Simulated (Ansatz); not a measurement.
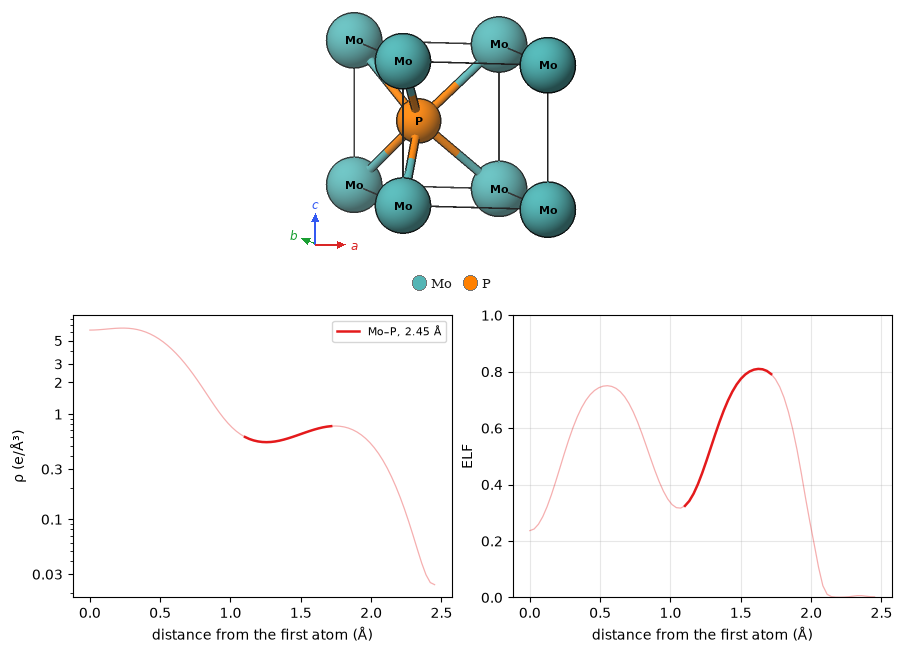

Figure. MoP. Valence charge density (pseudo) and ELF along straight lines between neighbouring atoms. Thin, pale parts lie inside the atomic spheres. The structure is drawn too.

Space group P-6m2; computed pressure about 3 GPa in this cell; computed without spin polarisation.

Method: DFT PBE, scalar-relativistic, plane waves, PAW (Ansatz).

The density is the valence pseudo-density of a PAW calculation; it isn't the true density close to the nuclei.

```xyz
2
Lattice="3.2230 0.0000 0.0000 -1.6115 2.7912 0.0000 0.0000 0.0000 3.1910" Properties=species:S:1:pos:R:3 pbc="T T T"
Mo    0.0000    0.0000    0.0000
P     0.0000    1.8608    1.5955
```

> What can be read from the curves?

Mo–P (2.45 Å): the density is about 0.54 e/Å³ at the midpoint; the ELF peaks at about 0.80 in the valence shell of P, 0.8 Å from its nucleus, and is about 0.45 at the midpoint.
